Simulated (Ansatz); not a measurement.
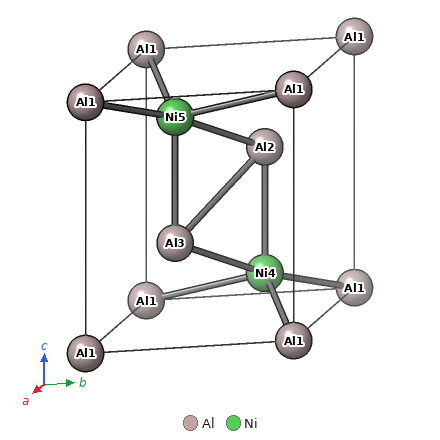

The system is Al₃Ni₂ (P-3m1, No. 164; 5 atoms in the cell); the picture shows the reference structure. 
- The cell is strained homogeneously, by one strain along x and y and another along z, with fractional coordinates fixed (x along [1 0 0], z along [0 0 1] of the conventional cell).
- Coordinates scanned: (1) strain along x and y; (2) strain along z.
- Grid: 5 × 5 points.
- Points are written as (first, second).
- All energies are given in meV/atom relative to the lowest grid point.
- The runs have no spin polarisation; a magnetic state may lie lower.
- The calculation used DFT PBEsol, scalar-relativistic, plane waves, PAW (Ansatz 0.2.0). Settings: cutoff 420 eV, k-mesh 12×12×10 in the order of the run's cell vectors, gaussian smearing 0.15 eV, no spin polarisation.

Its coordinates:

```xyz
5
Lattice="4.0031 0.0000 0.0000 -2.0016 3.4668 0.0000 0.0000 0.0000 4.8595" Properties=species:S:1:pos:R:3 pbc="T T T"
Al    0.0000    0.0000    0.0000
Al    0.0000    2.3112    3.1479
Al    2.0016    1.1556    1.7116
Ni    0.0000    2.3112    0.7074
Ni    2.0016    1.1556    4.1521
```

Range: strain along x and y from −5.0 to 5.0 %; strain along z from −5.0 to 5.0 %.

Predict the map.

Answer. The lowest grid point is at (0.0 %, 0.0 %). No other kind of well shows on this grid. The highest grid point, (−5.0 %, −5.0 %), lies 161 meV/atom above the lowest. Round the minimum the valley is somewhat tilted: raising strain along x and y shifts the best value of strain along z downwards (coupling k₁₂/√(k₁₁k₂₂) about 0.3).

| strain along z ↓, strain along x and y → | −5.0 | −2.5 | 0.0 | 2.5 | 5.0 |
| --- | --- | --- | --- | --- | --- |
| 5.0 | 77 | 31 | 28 | 58 | 116 |
| 2.5 | 74 | 19 | 7 | 31 | 84 |
| 0.0 | 84 | 20 | 0 | 17 | 64 |
| −2.5 | 112 | 37 | 9 | 19 | 61 |
| −5.0 | 161 | 75 | 38 | 41 | 78 |

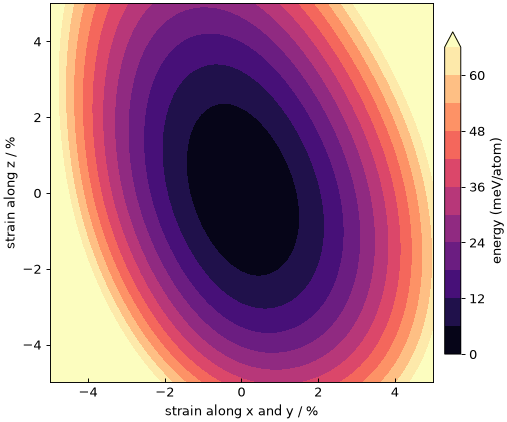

In the figure: filled contours, one colour for all values above the top of the scale. Between grid points the surface is interpolated.
